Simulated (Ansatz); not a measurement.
Input file:

```
crystal:
  lattice:
    - [1.4899679969, 0.8602334241, 4.7899538005]
    - [-1.4899679969, 0.8602334241, 4.7899538005]
    - [0.0, -1.7204668482, 4.7899538005]
  atoms:
    - { symbol: Cr, position: [0.5, 0.5, 0.5], spin: 3.0 }
    - { symbol: O, position: [0.230918, 0.230918, 0.230918] }
    - { symbol: O, position: [0.769082, 0.769082, 0.769082] }
hamiltonian:
  xc: pbe
  pseudopotentials: { kind: paw }
magnetization:
  spin_polarized: true
kpoints:
  mp_grid: { grid: [10, 10, 10] }
scf:
  occupations: { method: fermi_dirac, width: 0.05 }
output:
  forces: true
  stress: true
  eigenvalues: true
  write_density: true
  write_potential: true
  elf: true
  volumetric_format: npy
```

Run with:

```sh
ansatz run input.yaml --threads 2 --pin off --max-ram 5120MiB --backend cpu --events-out ev --progress --plain --runs-dir out
```

Below, planes, directions and counts refer to the conventional cell (a = 2.98 Å, b = 2.98 Å, c = 14.37 Å, α = 90.00°, β = 90.00°, γ = 120.00°).

Space group R-3m; a structure from a database of computed crystals, not necessarily the ambient phase; not relaxed (largest force 0.3 eV/Å); computed pressure about −8 GPa in this cell; spin-polarised.

All numbers below come from Kohn-Sham DFT of a periodic cell, PBE, Ansatz PAW in Ansatz 0.2.0.

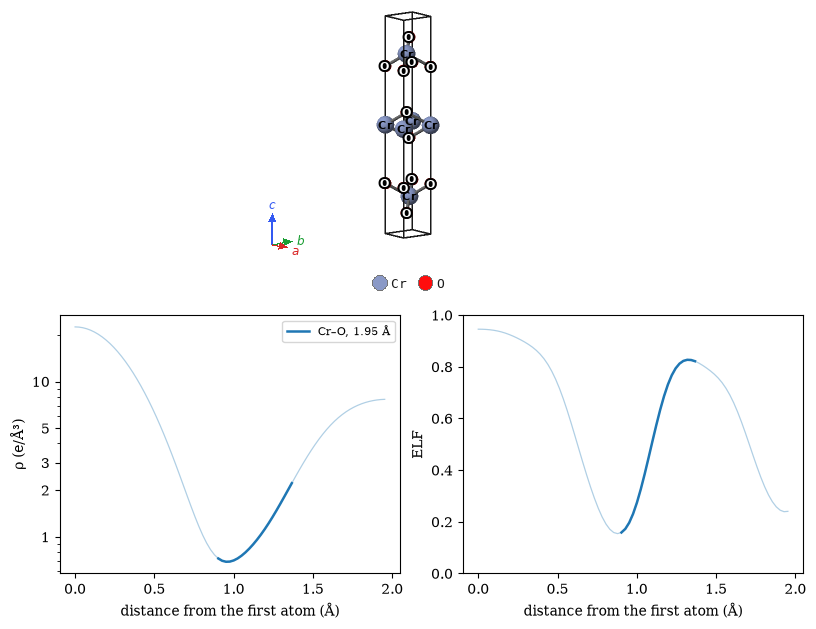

CrO2. Valence pseudo-density and electron localisation function along straight lines between neighbouring atoms. Thin, pale parts lie inside the atomic spheres. The structure is drawn too.

The density is the valence pseudo-density of a PAW calculation; it isn't the true density close to the nuclei.

### What can be read from the curves?

Cr–O (1.95 Å): ρ at the midpoint is about 0.69 e/Å³; the ELF peaks at about 0.85 in the valence shell of O, 0.6 Å from its nucleus, and is about 0.25 at the midpoint; no localised pair shows between them.
